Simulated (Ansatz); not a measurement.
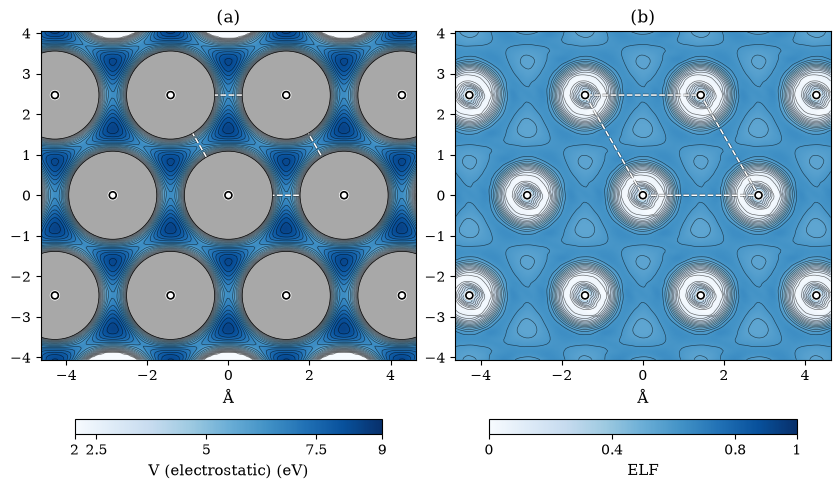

*Al. (a) electrostatic potential energy of an electron; (b) ELF on the (001) plane of the conventional cell. Circles mark the nuclei in the plane (Al). Grey discs cover the atomic cores in the potential map.*

Space group P-6m2; a generated structure, not necessarily the stable one.

The calculation used DFT PBE, scalar-relativistic, plane waves, PAW (Ansatz 0.2.0).

Core electrons are frozen (PAW), and the valence fields are smoothed inside the atomic spheres.

```
CELL_PARAMETERS angstrom
2.85356 0.00000 0.00000
-1.42678 2.47125 0.00000
0.00000 0.00000 14.12524
ATOMIC_POSITIONS crystal
Al 0.00000 0.00000 0.00000
Al 0.33333 0.66667 0.16636
Al 0.66667 0.33333 0.33225
Al 0.33333 0.66667 0.50000
Al 0.66667 0.33333 0.66775
Al 0.33333 0.66667 0.83364
```

> What does the map show?

- Atoms in the plane: Al.
- Al–Al (2.85 Å): the ELF peaks at about 0.65 between the atoms.
- Outside the cores the potential energy rises away from the atoms and is highest about 1.6 Å from the nearest atoms; its zero is arbitrary.

> Metal or insulator at this level of theory?

It is gapless in this calculation (a metal or semimetal).
